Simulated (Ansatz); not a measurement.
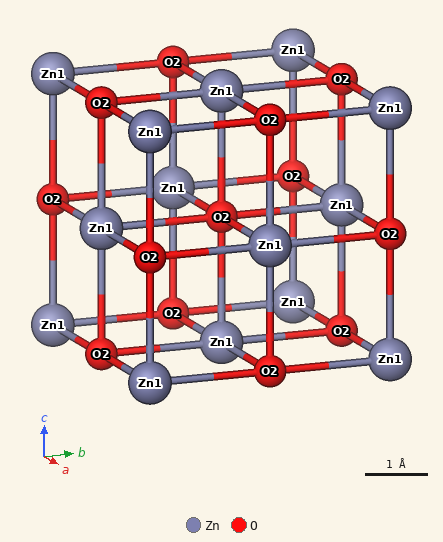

The structure as given in the input (ball-and-stick view of the cell 4 times as large as that of the calculation, set on its symmetry axes, seen slightly off an axis; atoms are numbered from 1 in the order of the input).

## What a change does: single-point calculation on ZnO

System: ZnO (Fm-3m, 2 atoms in the cell).
Method of run 1: DFT PBE, scalar-relativistic, plane waves, PAW, no spin polarisation (Ansatz 0.2.0).

The structure was made by a generator, so it may or may not be a known phase. Text and figures count atoms from 1; the logs count them from 0 in places.

**Input file, run 1**
```yaml
crystal:
  lattice:
    - [0.0, 2.0978634485, 2.0978634485]
    - [2.0978634485, 0.0, 2.0978634485]
    - [2.0978634485, 2.0978634485, 0.0]
  atoms:
    - { symbol: Zn, position: [0.0, 0.0, 0.0] }
    - { symbol: O, position: [0.5, 0.5, 0.5] }
basis:
  ecutwfc: 420
kpoints:
  mp_grid: { grid: [12, 12, 12] }
hamiltonian:
  xc: pbe
scf:
  occupations: { method: gaussian, width: 0.02 }
output:
  forces: true
  stress: true
  eigenvalues: true
  write_density: true
  write_potential: true
  elf: true
  volumetric_format: npy
```

Launched with:
```bash
ansatz run input.yaml --threads 1 --pin off --max-ram 2560MiB --backend cpu --events-out ev --progress --plain --runs-dir out
```

Hardware: 1 thread of Arm Neoverse V2, 24 GiB of memory available, shared host.

**Output, shortened to warnings, some set-up lines, iterations and results (run 1)**
```
Basis set: ecut = 420 eV, 339 PW (Γ), exchange–correlation on 40×40×40 points (8 copies of the dense FFT grid, shifted against one another)
Symmetry: 48 space group operations
k-points: 72 of 1728
Initial density: superposition of atomic densities (neutral atoms: chi_scale 0, normalization atom), corrected by the library's trained network
[...]
SCF iter   1: F=—  HF=-3886.439552 eV  |F-HF|=—  |Δ(HF+E_count)|=         —  Δρ=1.85e-3  dr2=2.60e-4  ethr=1.77e-3  ⟨swp⟩=5.2  Hψ=5106  notcnv=0
SCF iter   2: F=—  HF=-3886.439901 eV  |F-HF|=—  |Δ(HF+E_count)|=   3.49e-4  Δρ=5.15e-4  dr2=1.52e-5  ethr=1.44e-6  ⟨swp⟩=2.2  Hψ=2405  notcnv=0
SCF iter   3: F=—  HF=-3886.439902 eV  |F-HF|=—  |Δ(HF+E_count)|=   1.72e-6  Δρ=3.57e-4  dr2=7.89e-6  ethr=8.45e-8  ⟨swp⟩=2.1  Hψ=1548  notcnv=0
SCF iter   4: F=—  HF=-3886.439945 eV  |F-HF|=—  |Δ(HF+E_count)|=   4.29e-5  Δρ=7.85e-5  dr2=9.27e-7  ethr=4.39e-8  ⟨swp⟩=2.0  Hψ=1571  notcnv=0
SCF iter   5: F=—  HF=-3886.439945 eV  |F-HF|=—  |Δ(HF+E_count)|=   3.06e-7  Δρ=2.72e-5  dr2=1.32e-7  ethr=5.15e-9  ⟨swp⟩=2.0  Hψ=1508  notcnv=0
SCF iter   6: F=-3886.439945 eV  HF=-3886.439945 eV  |F-HF|=8.12e-9  |Δ(HF+E_count)|=   4.86e-8  Δρ=8.14e-6  dr2=1.02e-8  ethr=5.56e-10  ⟨swp⟩=7.0  Hψ=4894  notcnv=0
SCF 1 converged in 6 iterations: F = -3886.439945 eV  dr2 = 1.02e-8
SCF converged after 6 iterations
Free energy (F): -3886.439945 eV
Harris-Foulkes:  -3886.439945 eV  (|F-HF|=8.12e-9)
Internal energy: -3886.439945 eV  (E = F + TS)
E sigma→0 (E₀):  -3886.439945 eV
Fermi energy:    11.731833 eV
--- Per-component energies (eV) ---
  E_band       = 96.889661
  E_kinetic    = 308.726843
  E_local      = -1660.899142  (includes V_loc(G=0)·N_el)
  E_nonlocal   = 670.269427
  E_hartree    = 684.403262
  E_xc         = -210.816246
  E_vxc        = -146.195839  (∫ρ·V_xc dr)
  E_paw        = -1992.686948  (= ΣΔE_a)
  E_vpaw       = -443.819824  (= ΣTr[D̂ρ^β])
  E_aug_tail   = 0.001967  (compensation charges beyond the density's cutoff)
  E_ewald      = -1685.439108
  E_smearing   = -0.000000  (= −TS)
  E_closure    = 0.000000  (closes the sum)
  Σ components = -3886.439945   (vs F -3886.439945, Δ=0.00e0)
--- Forces (eV/Å), atoms counted from 1 ---
  atom   1  Zn    -0.00000000     0.00000000    -0.00000000
  atom   2  O      0.00000000    -0.00000000    -0.00000000
  max |Σ_I F_I| component: 1.72e-29 eV/Å
--- Stress (GPa, compression-positive) ---
       19.348705       0.000000      -0.000000
       -0.000000      19.348705      -0.000000
       -0.000000       0.000000      19.348705
  P = ⅓ Tr σ = 19.3487 GPa (193.487 kbar)
```

The input of run 2 differs as follows (lines with − go, lines with + come):
```diff
+  ecutrho_ratio: 12
+  dispersion: d3bj
-  write_density: true
-  write_potential: true
-  elf: true
-  volumetric_format: npy
```

What does this change do to the results?

The total energies belong to different models, so their difference says nothing on which is more stable or more accurate. The pressure goes from 19.35 to 14.22 GPa. The number of SCF iterations is the same.

**Output, shortened to warnings, some set-up lines, iterations and results (run 2)**
```
Basis set: ecut = 420 eV, 339 PW (Γ), exchange–correlation on 72×72×72 points (8 copies of the dense FFT grid, shifted against one another)
Symmetry: 48 space group operations
k-points: 72 of 1728
Initial density: superposition of atomic densities (neutral atoms: chi_scale 0, normalization atom), corrected by the library's trained network
[...]
SCF iter   1: F=—  HF=-3887.017378 eV  |F-HF|=—  |Δ(HF+E_count)|=         —  Δρ=1.87e-3  dr2=2.60e-4  ethr=1.77e-3  ⟨swp⟩=5.1  Hψ=5105  notcnv=0
SCF iter   2: F=—  HF=-3887.017727 eV  |F-HF|=—  |Δ(HF+E_count)|=   3.49e-4  Δρ=5.31e-4  dr2=1.53e-5  ethr=1.45e-6  ⟨swp⟩=2.2  Hψ=2409  notcnv=0
SCF iter   3: F=—  HF=-3887.017726 eV  |F-HF|=—  |Δ(HF+E_count)|=   9.53e-7  Δρ=3.68e-4  dr2=7.93e-6  ethr=8.49e-8  ⟨swp⟩=2.1  Hψ=1548  notcnv=0
SCF iter   4: F=—  HF=-3887.017752 eV  |F-HF|=—  |Δ(HF+E_count)|=   2.55e-5  Δρ=7.82e-5  dr2=9.20e-7  ethr=4.41e-8  ⟨swp⟩=2.0  Hψ=1579  notcnv=0
SCF iter   5: F=—  HF=-3887.017751 eV  |F-HF|=—  |Δ(HF+E_count)|=   3.03e-7  Δρ=2.70e-5  dr2=1.30e-7  ethr=5.11e-9  ⟨swp⟩=2.0  Hψ=1520  notcnv=0
SCF iter   6: F=-3887.017751 eV  HF=-3887.017751 eV  |F-HF|=8.12e-9  |Δ(HF+E_count)|=   4.80e-8  Δρ=8.15e-6  dr2=1.02e-8  ethr=5.56e-10  ⟨swp⟩=4.0  Hψ=3094  notcnv=0
SCF 1 converged in 6 iterations: F = -3887.017751 eV  dr2 = 1.02e-8
SCF converged after 6 iterations
Free energy (F): -3887.017751 eV
Harris-Foulkes:  -3887.017751 eV  (|F-HF|=8.12e-9)
Internal energy: -3887.017751 eV  (E = F + TS)
E sigma→0 (E₀):  -3887.017751 eV
Fermi energy:    11.731834 eV
--- Per-component energies (eV) ---
  E_band       = 96.889704
  E_kinetic    = 308.726838
  E_local      = -1660.897146  (includes V_loc(G=0)·N_el)
  E_nonlocal   = 670.269419
  E_hartree    = 684.403245
  E_xc         = -210.816259
  E_vxc        = -146.195825  (∫ρ·V_xc dr)
  E_paw        = -1992.686943  (= ΣΔE_a)
  E_vpaw       = -443.819882  (= ΣTr[D̂ρ^β])
  E_aug_tail   = 0.000003  (compensation charges beyond the density's cutoff)
  E_ewald      = -1685.439108
  E_disp       = -0.577802  (pairwise vdW)
  E_smearing   = -0.000000  (= −TS)
  E_closure    = -0.000000  (closes the sum)
  Σ components = -3887.017751   (vs F -3887.017751, Δ=0.00e0)
--- Forces (eV/Å), atoms counted from 1 ---
  atom   1  Zn    -0.00000000     0.00000000    -0.00000000
  atom   2  O      0.00000000    -0.00000000    -0.00000000
  max |Σ_I F_I| component: 1.71e-29 eV/Å
--- Stress (GPa, compression-positive) ---
       14.221000       0.000000       0.000000
       -0.000000      14.221000       0.000000
       -0.000000       0.000000      14.221000
  P = ⅓ Tr σ = 14.2210 GPa (142.210 kbar)
```

**The two runs side by side**

```csv
quantity,run 1,run 2
outcome,converged,converged
free energy per atom (eV),−1943.2200,−1943.5089
gap on the mesh (eV),1.19,1.19
pressure (GPa),19.35,14.22
largest force (eV/Å),0.000,0.000
SCF iterations,6,6
irreducible k-points,72,72
plane waves at Γ,339,339
wall time (shared host),1.4 s,1.2 s
```

For run 1: The cell is under a pressure of 19.3 GPa at this level, so it is not at its equilibrium volume. For run 2: The cell is under a pressure of 14.2 GPa at this level, so it is not at its equilibrium volume.
